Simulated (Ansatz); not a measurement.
The calculation's input:

```
crystal:
  lattice:
    - [4.0155116271, 0.0, 0.0]
    - [0.0, 4.0155116271, 0.0]
    - [0.0, 0.0, 5.662303393]
  atoms:
    - { symbol: Al, position: [0.0, 0.0, 0.0] }
    - { symbol: As, position: [0.0, 0.5, 0.2492713591] }
    - { symbol: Ga, position: [0.5, 0.5, 0.5] }
    - { symbol: As, position: [0.5, 0.0, 0.7507286409] }
kpoints:
  mp_grid: { grid: [4, 4, 4] }
hamiltonian:
  xc: pbesol
scf:
  occupations: { method: fixed }
  n_extra_bands: 5
output:
  forces: true
  stress: true
  eigenvalues: true
  write_density: true
  write_potential: true
  elf: true
  volumetric_format: npy
```

Run with:

```sh
ansatz run input.yaml --threads 4 --pin off --max-ram 3686MiB --backend cpu --events-out ev --progress --plain --runs-dir out
```

Below, planes, directions and counts refer to the conventional cell (a = 4.02 Å, b = 4.02 Å, c = 5.66 Å, α = 90.00°, β = 90.00°, γ = 90.00°).

Space group P-4m2; started from the ordered alloy on zincblende lattice prototype, which need not be the ambient phase.

Theory: DFT, PBEsol, plane waves, PAW (Ansatz).

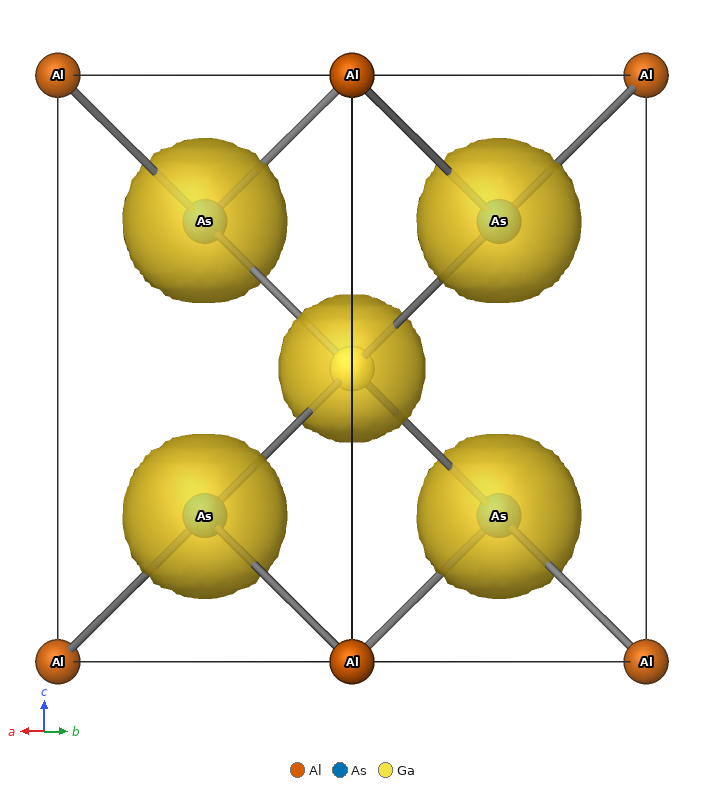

AlGaAs2. Isosurface of the valence pseudo-density at 1 e/Å³ (yellow), seen along [110]. Sticks mark near contacts.

In a PAW calculation such maps are meaningful between the atoms, not at the nuclei.

**Which contacts does the surface bridge?**

At this value the density breaks into separate islands; it holds about 65 % of the electrons treated as valence (semicore included). It bridges none of the near contacts. It is pinched off along the shortest Al–As (2.45 Å) and Ga–As (2.46 Å) contacts. On the grid the lowest density along these lines, outside the cores, is 0.36 e/Å³ (Al–As, 2.45 Å) and 0.47 e/Å³ (Ga–As, 2.46 Å).

**Does the calculation give a band gap?**

It is gapped, with a Kohn–Sham gap of 0.99 eV on the k-point mesh (the band edges may lie off the mesh, which would make the gap smaller).
